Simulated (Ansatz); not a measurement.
**Se: single-point calculation**

The run: single-point calculation of Se (6 atoms in the cell). Method and program: DFT PBE, scalar-relativistic, plane waves, PAW, no spin polarisation (Ansatz 0.2.0).

The structure derives from an entry of the Crystallography Open Database. Figures and captions count atoms from 1; the log counts them from 0 in places.

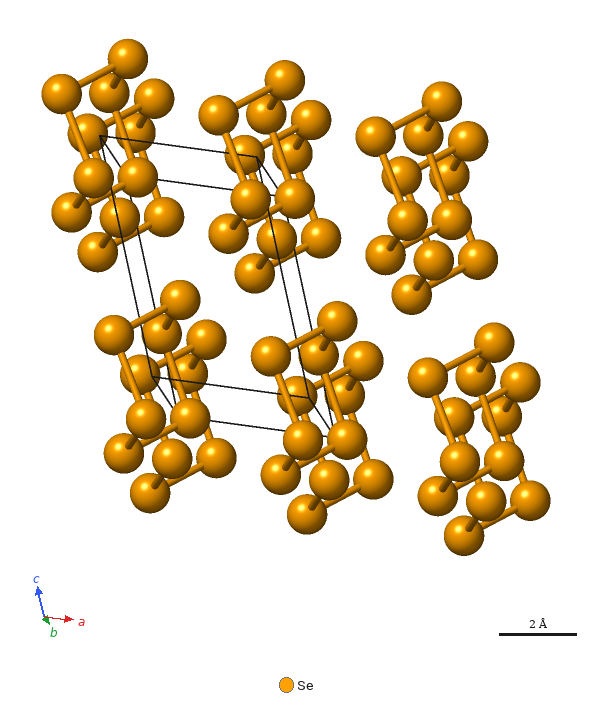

*The structure as given in the input (ball-and-stick view of the cell of the calculation, set on other vectors, repeated 2 × 1 × 1, seen at an oblique angle). An atom can appear more than once, as a periodic image.*

Near neighbours in the periodic cell (some may lie outside the picture): Se has 2 Se at 2.36 to 2.49 Å.

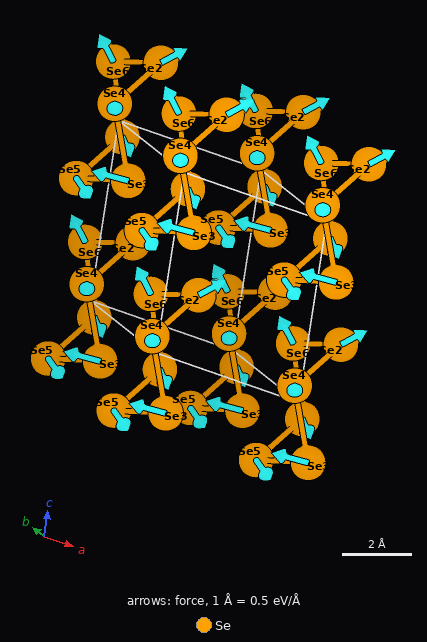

*Forces on the atoms as teal arrows (ball-and-stick view of the cell of the calculation, set on other vectors, seen slightly off an axis; atoms are numbered from 1 in the order of the input).*

The largest act on Se3 (0.63 eV/Å); Se5 (0.62 eV/Å); Se6 (0.54 eV/Å); Se2 (0.47 eV/Å), among others. The geometry is not a stationary point of this energy.

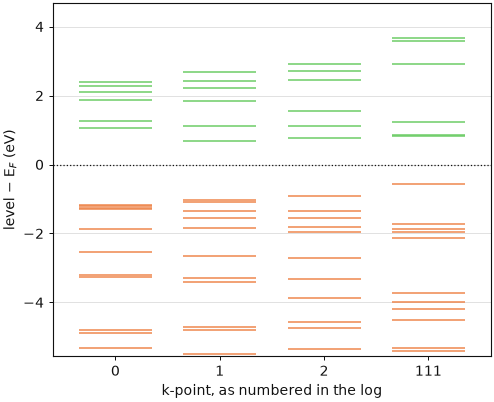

*Kohn–Sham levels near the Fermi level (dotted) at the few k-points that the log prints; levels within 0.02 eV of each other stand side by side.*

Among these points the highest filled and lowest empty levels are 1.26 eV apart; the gap on the full mesh, 1.14 eV, has an edge at a point that isn't printed.

These pictures come from the run below.

## The input
```yaml
crystal:
  lattice:
    - [0.0, 1.0e-10, 4.4289999999]
    - [-5.681, -3.2799268793, -1.4763333333]
    - [5.681, -3.2799268793, -1.4763333333]
  atoms:
    - { symbol: Se, position: [0.91818, 0.63752, 0.75567] }
    - { symbol: Se, position: [0.16251, 0.24433, 0.88185] }
    - { symbol: Se, position: [0.3172329457, 0.131596488, 0.3743245323] }
    - { symbol: Se, position: [0.08182, 0.36248, 0.24433] }
    - { symbol: Se, position: [0.83749, 0.75567, 0.11815] }
    - { symbol: Se, position: [0.71934, 0.88185, 0.63752] }
basis:
  ecutwfc: 420
  fft_grid_basis: typed
kpoints:
  mp_grid: { grid: [6, 6, 6] }
hamiltonian:
  xc: pbe
  pseudopotentials: { kind: paw }
scf:
  occupations: { method: gaussian, width: 0.05 }
output:
  forces: true
  stress: true
  eigenvalues: true
  bader: true
  write_density: true
  volumetric_format: npy
```

Run as:
```bash
ansatz run input.yaml --threads 2 --pin off --max-ram 4096MiB --backend cpu --events-out ev --progress --plain --runs-dir out
```

## What the program printed
```
Engine: ansatz 0.2.0, aarch64-unknown-linux-gnu
Pseudopotentials: kind: paw
Pseudopotential: Se, paw, valence charge 16, recommended cutoff 420 eV (normal), Se.paw.azcp
Functional definition: PBE
  parameter kappa = 0.804
  parameter beta = 0.06672455060314922
  exchange = pbe_x(kappa = kappa, mu = beta*pi^2/3)
  correlation = pbe_c(beta = beta)
Crystal: 6 atoms, lattice volume = 165.053 Å³
Basis set: ecut = 420 eV, 3197 PW (Γ), exchange–correlation on 60×90×90 points (8 copies of the dense FFT grid, shifted against one another)
Bands: 58, of which v1, the nominal top of the filled ones, is band 48 counted from 1 (47 counted from 0)
Symmetry: 1 space group operations
Space group: P1 (ITA 1), of the structure as read, at distance tolerance 5.5e-5 Å
k-points: 112 of 216 (time reversal used)
Non-local potential: Se, projectors of the file, l = 0: 2, l = 1: 2, l = 2: 3, l = 3: 1
PAW form: soft (Blöchl's): semilocal exchange-correlation on the pseudo side does not see the compensation charge
PAW one-centre angular grid: Se, 590 points (default); XC on 64 Gauss nodes
Initial density: superposition of atomic densities (neutral atoms: chi_scale 0, normalization atom), corrected by the library's trained network
Initial wavefunctions: pseudopotential atomic-orbital guess
Functional: x = pbe(κ = 0.804, μ = 0.2195149727645171), c = pbe(β = 0.06672455060314922)
SCF iter   1: F=—  HF=-32814.131698 eV  |F-HF|=—  |Δ(HF+E_count)|=         —  Δρ=2.03e-3  dr2=4.94e-3  ethr=1.77e-3  ⟨swp⟩=6.3  Hψ=24138  notcnv=0  defer=37
preconditioner: auto → Resta (q_TF=auto, 2.493 Å⁻¹)  ε∞=3.8  [insulator: Δε(μ)=1.137 eV  Ē_g=10.417 eV  σ=0.050 eV  W_gap=1.00  n_scr=42 (ndim 8)  ℏωp=17.3 eV  f_vac=0.086  D(μ)=0.00/eV (n_scr^D=0)  ε∞_Penn≈3.8]
SCF iter   2: F=—  HF=-32814.131956 eV  |F-HF|=—  |Δ(HF+E_count)|=   2.58e-4  Δρ=1.09e-3  dr2=1.21e-3  ethr=5.15e-6  ⟨swp⟩=2.0  Hψ=12871  notcnv=0  defer=132
SCF iter   3: F=—  HF=-32814.132729 eV  |F-HF|=—  |Δ(HF+E_count)|=   7.74e-4  Δρ=2.42e-4  dr2=8.06e-5  ethr=1.26e-6  ⟨swp⟩=2.0  Hψ=11424  notcnv=0
automatic band count: iteration 3 solves 55 bands in place of 58: the levels show a gap, and the empty bands left out lie too high to hold charge; the band table lists the bands solved (type scf.n_extra_bands for more)
SCF iter   4: F=—  HF=-32814.132763 eV  |F-HF|=—  |Δ(HF+E_count)|=   3.41e-5  Δρ=8.57e-5  dr2=1.30e-5  ethr=8.40e-8  ⟨swp⟩=2.0  Hψ=11424  notcnv=0
SCF iter   5: F=—  HF=-32814.132783 eV  |F-HF|=—  |Δ(HF+E_count)|=   1.93e-5  Δρ=2.79e-5  dr2=2.10e-6  ethr=1.35e-8  ⟨swp⟩=2.0  Hψ=10304  notcnv=0
SCF iter   6: F=—  HF=-32814.132785 eV  |F-HF|=—  |Δ(HF+E_count)|=   2.20e-6  Δρ=1.45e-5  dr2=6.93e-7  ethr=2.19e-9  ⟨swp⟩=2.0  Hψ=11424  notcnv=0
SCF iter   7: F=-32814.132785 eV  HF=-32814.132785 eV  |F-HF|=4.81e-8  |Δ(HF+E_count)|=   4.96e-8  Δρ=4.97e-6  dr2=4.83e-8  ethr=1.04e-10  ⟨swp⟩=6.9  Hψ=28478  notcnv=0
SCF 1 converged in 7 iterations: F = -32814.132785 eV  dr2 = 4.83e-8
  greatest PAW one-centre occupation: 1.000 electrons in one spin orbital (limit 2), on the Se atom at site 1 (counted from 0), in its partial waves of l = 2
SCF converged after 7 iterations
Free energy (F): -32814.132785 eV
Harris-Foulkes:  -32814.132785 eV  (|F-HF|=4.81e-8)
Internal energy: -32814.132785 eV  (E = F + TS)
E sigma→0 (E₀):  -32814.132785 eV
Fermi energy:    7.051539 eV
--- Per-component energies (eV) ---
  E_band       = -2467.607141
  E_kinetic    = 703.344456
  E_local      = -15615.537993  (includes V_loc(G=0)·N_el)
  E_nonlocal   = -3566.519464
  E_hartree    = 7644.982887
  E_xc         = -621.418306
  E_vxc        = -583.746964  (∫ρ·V_xc dr)
  E_paw        = -11472.202852  (= ΣΔE_a)
  E_vpaw       = 1304.880376  (= ΣTr[D̂ρ^β])
  E_aug_tail   = -0.003571  (compensation charges beyond the density's cutoff)
  E_ewald      = -9886.777943
  E_smearing   = -0.000000  (= −TS)
  E_closure    = 0.000000  (closes the sum)
  Σ components = -32814.132785   (vs F -32814.132785, Δ=0.00e0)
--- Forces (eV/Å), atoms counted from 1 ---
  atom   1  Se     0.28549698     0.24278726     0.26536801
  atom   2  Se    -0.35231265    -0.04158117     0.30727868
  atom   3  Se     0.08233171     0.34278414    -0.52544952
  atom   4  Se     0.11894620    -0.32943015     0.01874453
  atom   5  Se     0.15409678    -0.55103209     0.24013853
  atom   6  Se    -0.28856034     0.33647312    -0.30607608
  max |Σ_I F_I| component: 4.15e-6 eV/Å
--- Stress (GPa, compression-positive) ---
        1.865318      -0.328222      -0.018446
       -0.328220       1.097103       0.766379
       -0.018446       0.766379       1.523518
  P = ⅓ Tr σ = 1.4953 GPa (14.953 kbar)
--- Band table (eV; the first three rows and the last of 112) ---
  k-point 0: bands = ["-41.6296", "-41.6062", "-41.5835", "-41.5526", "-41.5406", "-41.5348", "-41.5266", "-41.5035", "-41.4910", "-41.4836", "-41.4579", "-41.4469", "-41.4144", "-41.3675", "-41.3368", "-41.3338", "-41.3297", "-41.3198", "-41.2905", "-41.2878", "-41.2821", "-41.2771", "-41.2523", "-41.2490", "-41.2392", "-41.2324", "-41.2219", "-41.2065", "-41.1806", "-41.1513", "-9.1367", "-7.5052", "-7.2674", "-5.3420", "-5.1660", "-3.7170", "0.9889", "1.7381", "2.1582", "2.2576", "3.7900", "3.8546", "4.5095", "5.1797", "5.7491", "5.8046", "5.8377", "5.8823", "8.1093", "8.3170", "8.9278", "9.1687", "9.3213", "9.4545", "12.8450"]
  k-point 1: bands = ["-41.6296", "-41.6062", "-41.5835", "-41.5526", "-41.5406", "-41.5348", "-41.5266", "-41.5037", "-41.4910", "-41.4836", "-41.4579", "-41.4469", "-41.4144", "-41.3675", "-41.3368", "-41.3339", "-41.3297", "-41.3198", "-41.2906", "-41.2878", "-41.2821", "-41.2771", "-41.2523", "-41.2491", "-41.2392", "-41.2323", "-41.2219", "-41.2065", "-41.1806", "-41.1513", "-9.0731", "-7.5795", "-7.3577", "-5.3822", "-5.0685", "-3.6146", "1.1755", "1.5687", "2.2466", "2.3285", "3.6513", "3.7680", "4.3983", "5.2203", "5.5127", "5.7180", "5.9559", "6.0193", "7.7438", "8.1720", "8.8894", "9.2798", "9.4656", "9.7337", "12.6686"]
  k-point 2: bands = ["-41.6296", "-41.6062", "-41.5834", "-41.5525", "-41.5406", "-41.5349", "-41.5266", "-41.5039", "-41.4910", "-41.4835", "-41.4579", "-41.4469", "-41.4144", "-41.3675", "-41.3368", "-41.3339", "-41.3297", "-41.3198", "-41.2906", "-41.2878", "-41.2822", "-41.2771", "-41.2523", "-41.2492", "-41.2392", "-41.2321", "-41.2220", "-41.2065", "-41.1806", "-41.1514", "-8.9120", "-7.8021", "-7.4854", "-5.4439", "-4.8668", "-3.4524", "1.3126", "1.7114", "2.3134", "2.4933", "3.1833", "3.7291", "4.3355", "5.0998", "5.2384", "5.5124", "5.7126", "6.1345", "7.8146", "8.1592", "8.5993", "9.4951", "9.7667", "9.9671", "12.1437"]
  k-point 111: bands = ["-41.6296", "-41.6062", "-41.5834", "-41.5526", "-41.5405", "-41.5349", "-41.5266", "-41.5036", "-41.4910", "-41.4836", "-41.4579", "-41.4471", "-41.4144", "-41.3675", "-41.3368", "-41.3338", "-41.3297", "-41.3198", "-41.2906", "-41.2878", "-41.2821", "-41.2772", "-41.2522", "-41.2491", "-41.2392", "-41.2320", "-41.2222", "-41.2065", "-41.1805", "-41.1514", "-8.6272", "-7.7546", "-7.4686", "-5.4343", "-5.2605", "-3.1632", "1.3102", "1.6288", "1.7360", "2.5473", "2.8523", "3.0566", "3.3195", "4.9266", "5.0874", "5.1923", "5.3275", "6.4843", "7.8726", "7.9123", "8.2828", "9.9671", "10.6271", "10.7210", "13.3508"]
--- Bader charges: 6 sites ---
  site symbol  charge [e]  shift [e]
     0     Se      0.0134     0.0000
     1     Se      0.0072     0.0000
     2     Se     -0.0121     0.0000
     3     Se      0.0059     0.0000
     4     Se     -0.0154     0.0000
     5     Se      0.0010     0.0000
  estimated error of the sums over rays = 3.4e-4 e
```

## Results in brief

```tsv
quantity	value
outcome	converged
space group (tolerance 0.01 Å)	P1 (1)
electrons treated	96
free energy	−32814.1328 eV
Fermi energy	7.052 eV
gap on the k-point mesh	1.14 eV
pressure	1.50 GPa
largest force (length of the vector)	0.633 eV/Å
hardware	2 threads of Arm Neoverse N1, 98 GiB of memory available, shared host
wall time	2.3 min (CPU time 4.6 min)
peak memory	0.87 GiB
```
